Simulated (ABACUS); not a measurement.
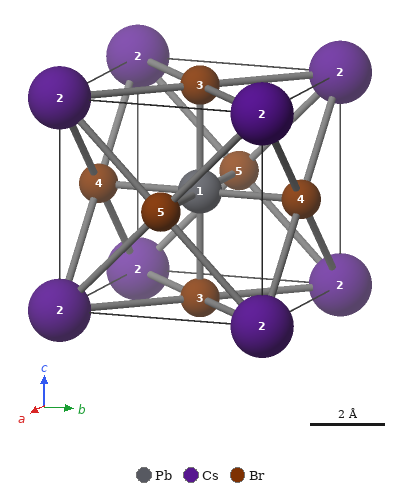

The structure (ball-and-stick view of the cell of the calculation, seen slightly off an axis; atoms are numbered from 1 in the order of the input). An atom can appear more than once, as a periodic image.

# Run report: CsPbBr₃, band-structure run (part 1 of 2)

The run: band-structure run of CsPbBr₃ (Pm-3m, 5 atoms in the cell). Method and program: Kohn-Sham DFT of a periodic cell, r2SCAN, SG15 ONCV 1.2 PBE, no spin polarisation (ABACUS 3.10.1).

The structure derives from an entry of the Crystallography Open Database. It belongs to a series of runs on one base structure; here: bands on the converged density.

The input
```
INPUT_PARAMETERS
suffix              CsPbBr3
calculation         nscf
basis_type          pw
pseudo_dir          ./
symmetry            -1
dft_functional      MGGA_X_R2SCAN+MGGA_C_R2SCAN
ecutwfc             73.0
pseudo_rcut         7
nspin               1
nbands              33
ks_solver           dav
smearing_method     fd
smearing_sigma      0.00367493
scf_thr             1e-08
scf_nmax            100
mixing_type         broyden
mixing_beta         0.7
mixing_tau          1
init_chg            file
pw_diag_thr         1e-07
out_band            1
kpar                4
```

File STRU
```
ATOMIC_SPECIES
Pb 207.2000 Pb_ONCV_PBE-1.2.upf
Cs 132.9055 Cs_ONCV_PBE-1.2.upf
Br 79.9040 Br_ONCV_PBE-1.2.upf

LATTICE_CONSTANT
1.8897261246

LATTICE_VECTORS
5.8700000000 0.0000000000 0.0000000000
0.0000000000 5.8700000000 0.0000000000
0.0000000000 0.0000000000 5.8700000000

ATOMIC_POSITIONS
Cartesian

Pb
0.0
1
2.9350000000 2.9350000000 2.9350000000 1 1 1

Cs
0.0
1
0.0000000000 0.0000000000 0.0000000000 1 1 1

Br
0.0
3
2.9350000000 2.9350000000 0.0000000000 1 1 1
2.9350000000 0.0000000000 2.9350000000 1 1 1
0.0000000000 2.9350000000 2.9350000000 1 1 1
```

File KPT
```
K_POINTS
8
Line
0.00000000 0.00000000 0.00000000 6 // G
0.00000000 0.50000000 0.00000000 6 // X
0.50000000 0.50000000 0.00000000 6 // M
0.00000000 0.00000000 0.00000000 6 // G
0.50000000 0.50000000 0.50000000 6 // R
0.00000000 0.50000000 0.00000000 1 // X
0.50000000 0.50000000 0.00000000 6 // M
0.50000000 0.50000000 0.50000000 1 // R
```

Run as:
```bash
OMP_NUM_THREADS=1 mpirun -np 4 abacus > log
```

Output
```
ABACUS v3.10.1

               Atomic-orbital Based Ab-initio Computation at UStc

 ------------------------------------------------------------------------------------

 READING GENERAL INFORMATION
                           global_out_dir = OUT.CsPbBr3/
                           global_in_card = INPUT
                               pseudo_dir = ./
                              orbital_dir =
                                    DSIZE = 4
                                    GSIZE = 1

 READING UNITCELL INFORMATION
                                    ntype = 3
                  lattice constant (Bohr) = 1.88973
              lattice constant (Angstrom) = 1

 READING ATOM TYPE 1
                               atom label = Pb
                      L=0, number of zeta = 1
                      L=1, number of zeta = 1
                      L=2, number of zeta = 1
             number of atom for this type = 1

 READING ATOM TYPE 2
                               atom label = Cs
                      L=0, number of zeta = 1
                      L=1, number of zeta = 1
                      L=2, number of zeta = 1
             number of atom for this type = 1

 READING ATOM TYPE 3
                               atom label = Br
                      L=0, number of zeta = 1
                      L=1, number of zeta = 1
                      L=2, number of zeta = 1
             number of atom for this type = 3

                        TOTAL ATOM NUMBER = 5
CARTESIAN COORDINATES ( UNIT =       1.889726124600 Bohr ).
    atom                   x                   y                   z     mag                  vx                  vy                  vz
tauc_Pb1            2.9350000000        2.9350000000        2.9350000000  0.0000        0.0000000000        0.0000000000        0.0000000000
tauc_Cs1            0.0000000000        0.0000000000        0.0000000000  0.0000        0.0000000000        0.0000000000        0.0000000000
tauc_Br1            2.9350000000        2.9350000000        0.0000000000  0.0000        0.0000000000        0.0000000000        0.0000000000
tauc_Br2            2.9350000000        0.0000000000        2.9350000000  0.0000        0.0000000000        0.0000000000        0.0000000000
tauc_Br3            0.0000000000        2.9350000000        2.9350000000  0.0000        0.0000000000        0.0000000000        0.0000000000

                          Volume (Bohr^3) = 1364.93
                             Volume (A^3) = 202.262

 Lattice vectors: (Cartesian coordinate: in unit of a_0)
                +5.87                  +0                  +0
                   +0               +5.87                  +0
                   +0                  +0               +5.87
 Reciprocal vectors: (Cartesian coordinate: in unit of 2 pi/a_0)
            +0.170358                  -0                  +0
                   -0           +0.170358                  -0
                   +0                  -0           +0.170358
 The esolver type has been set to : ksdft_pw

                PAO radial cut off (Bohr) = 7

 Read in pseudopotential file is Pb_ONCV_PBE-1.2.upf
                     pseudopotential type = NC
          exchange-correlation functional = PBE
                 nonlocal core correction = 0
                        valence electrons = 14
                                     lmax = 3
                           number of zeta = 0
                     number of projectors = 8
                           L of projector = 0
                           L of projector = 0
                           L of projector = 1
                           L of projector = 1
                           L of projector = 2
                           L of projector = 2
                           L of projector = 3
                           L of projector = 3
 XC functional updated to : MGGA_X_R2SCAN+MGGA_C_R2SCAN
          exchange-correlation functional = MGGA_X_R2SCAN+MGGA_C_R2SCAN
                PAO radial cut off (Bohr) = 7

 Read in pseudopotential file is Cs_ONCV_PBE-1.2.upf
                     pseudopotential type = NC
          exchange-correlation functional = PBE
                 nonlocal core correction = 0
                        valence electrons = 9
                                     lmax = 2
                           number of zeta = 0
                     number of projectors = 6
                           L of projector = 0
                           L of projector = 0
                           L of projector = 1
                           L of projector = 1
                           L of projector = 2
                           L of projector = 2
 XC functional updated to : MGGA_X_R2SCAN+MGGA_C_R2SCAN
          exchange-correlation functional = MGGA_X_R2SCAN+MGGA_C_R2SCAN
                PAO radial cut off (Bohr) = 7

 Read in pseudopotential file is Br_ONCV_PBE-1.2.upf
                     pseudopotential type = NC
          exchange-correlation functional = PBE
                 nonlocal core correction = 0
                        valence electrons = 7
                                     lmax = 2
                           number of zeta = 0
                     number of projectors = 6
                           L of projector = 0
                           L of projector = 0
                           L of projector = 1
                           L of projector = 1
                           L of projector = 2
                           L of projector = 2
 XC functional updated to : MGGA_X_R2SCAN+MGGA_C_R2SCAN
          exchange-correlation functional = MGGA_X_R2SCAN+MGGA_C_R2SCAN
     initial pseudo atomic orbital number = 0

 SETUP THE ELECTRONS NUMBER
            electron number of element Pb = 14
      total electron number of element Pb = 14
            electron number of element Cs = 9
      total electron number of element Cs = 9
            electron number of element Br = 7
      total electron number of element Br = 21
            AUTOSET number of electrons:  = 44
                           occupied bands = 22
                                   NBANDS = 33
                                   NLOCAL = 45

%%%%%%%%%%%%%%%%%%%%%%%%%%%%%%%%%%%%%%%%%%%%%%%%%%%%%%%%%%%%%%%%%%%%%%%%%%%%%%%%%%%%%%%%%%%%%%%%%%%%%%%%%%
 Warning: the number of valence electrons in pseudopotential > 4 for Pb: [Xe] 4f14 5d10 6s2 6p2
 Warning: the number of valence electrons in pseudopotential > 1 for Cs: [Xe] 6s1
 Pseudopotentials with additional electrons can yield (more) accurate outcomes, but may be less efficient.
 If you're confident that your chosen pseudopotential is appropriate, you can safely ignore this warning.
%%%%%%%%%%%%%%%%%%%%%%%%%%%%%%%%%%%%%%%%%%%%%%%%%%%%%%%%%%%%%%%%%%%%%%%%%%%%%%%%%%%%%%%%%%%%%%%%%%%%%%%%%%

 SETUP THE PLANE WAVE BASIS
 energy cutoff for charge/potential (unit:Ry) = 292
            fft grid for charge/potential = [ 64, 64, 64 ]
                        fft grid division = [ 1, 1, 1 ]
        big fft grid for charge/potential = [ 64, 64, 64 ]
                                     nbxx = 262144
                                     nrxx = 262144

 SETUP PLANE WAVES FOR CHARGE/POTENTIAL
                    number of plane waves = 115313
                         number of sticks = 2869

 PARALLEL PW FOR CHARGE/POTENTIAL
     PROC   COLUMNS(POT)             PW
        1           2869         115313
 --------------- sum -------------------
        1           2869         115313
                            number of |g| = 762
                                  max |g| = 26.4098
                                  min |g| = 0

----------- Double Check Mixing Parameters Begin ------------
mixing_type: broyden
mixing_beta: 0.7
mixing_gg0: 1
mixing_gg0_min: 0.1
mixing_ndim: 8
----------- Double Check Mixing Parameters End ------------

 SETUP K-POINTS
                                    nspin = 1
                                   nkstot = 38
K-POINTS DIRECT COORDINATES
 KPOINTS    DIRECT_X    DIRECT_Y    DIRECT_Z  WEIGHT
       1  0.00000000  0.00000000  0.00000000  1.0000
       2  0.00000000  0.08333333  0.00000000  1.0000
       3  0.00000000  0.16666667  0.00000000  1.0000
       4  0.00000000  0.25000000  0.00000000  1.0000
       5  0.00000000  0.33333333  0.00000000  1.0000
       6  0.00000000  0.41666667  0.00000000  1.0000
       7  0.00000000  0.50000000  0.00000000  1.0000
       8  0.08333333  0.50000000  0.00000000  1.0000
       9  0.16666667  0.50000000  0.00000000  1.0000
      10  0.25000000  0.50000000  0.00000000  1.0000
      11  0.33333333  0.50000000  0.00000000  1.0000
      12  0.41666667  0.50000000  0.00000000  1.0000
      13  0.50000000  0.50000000  0.00000000  1.0000
      14  0.41666667  0.41666667  0.00000000  1.0000
      15  0.33333333  0.33333333  0.00000000  1.0000
      16  0.25000000  0.25000000  0.00000000  1.0000
      17  0.16666667  0.16666667  0.00000000  1.0000
      18  0.08333333  0.08333333  0.00000000  1.0000
      19  0.00000000  0.00000000  0.00000000  1.0000
      20  0.08333333  0.08333333  0.08333333  1.0000
      21  0.16666667  0.16666667  0.16666667  1.0000
      22  0.25000000  0.25000000  0.25000000  1.0000
      23  0.33333333  0.33333333  0.33333333  1.0000
      24  0.41666667  0.41666667  0.41666667  1.0000
      25  0.50000000  0.50000000  0.50000000  1.0000
      26  0.41666667  0.50000000  0.41666667  1.0000
      27  0.33333333  0.50000000  0.33333333  1.0000
      28  0.25000000  0.50000000  0.25000000  1.0000
      29  0.16666667  0.50000000  0.16666667  1.0000
      30  0.08333333  0.50000000  0.08333333  1.0000
[... 8 further k points ...]

           k-point number in this process = 10
       minimum distributed K point number = 9

[... K-POINTS CARTESIAN COORDINATES: 10 rows ...]

[... K-POINTS DIRECT COORDINATES: 10 rows ...]

 SETUP PLANE WAVES FOR WAVE FUNCTIONS
     energy cutoff for wavefunc (unit:Ry) = 73
              fft grid for wave functions = [ 64, 64, 64 ]
                    number of plane waves = 15967
                         number of sticks = 769

 PARALLEL PW FOR WAVE FUNCTIONS
     PROC   COLUMNS(POT)             PW
        1            769          15967
 --------------- sum -------------------
        1            769          15967

 SETUP NONLOCAL PSEUDOPOTENTIALS IN PLANE WAVE BASIS
 Pb non-local projectors:
 projector 1 L=0
 projector 2 L=0
 projector 3 L=1
 projector 4 L=1
 projector 5 L=2
 projector 6 L=2
 projector 7 L=3
 projector 8 L=3
 Cs non-local projectors:
 projector 1 L=0
 projector 2 L=0
 projector 3 L=1
 projector 4 L=1
 projector 5 L=2
 projector 6 L=2
 Br non-local projectors:
 projector 1 L=0
 projector 2 L=0
 projector 3 L=1
 projector 4 L=1
 projector 5 L=2
 projector 6 L=2
      TOTAL NUMBER OF NONLOCAL PROJECTORS = 104

 Init Non-Local PseudoPotential table :
 Init Non-Local-Pseudopotential done.

                                     npwx = 14454

 -------------------------------------------
 NONSELF-CONSISTENT
 -------------------------------------------
                                 init_chg = file
 try to read charge from file
 Read in the charge density: OUT.CsPbBr3//CsPbBr3-CHARGE-DENSITY.restart
 try to read kinetic energy density from file
 Read in the kinetic energy density: OUT.CsPbBr3//CsPbBr3-TAU-DENSITY.restart

 PW ALGORITHM --------------- ION=   1  ELEC=   1--------------------------------

 k(1/38) Iter steps (avg)=22 threshold=1e-07
```
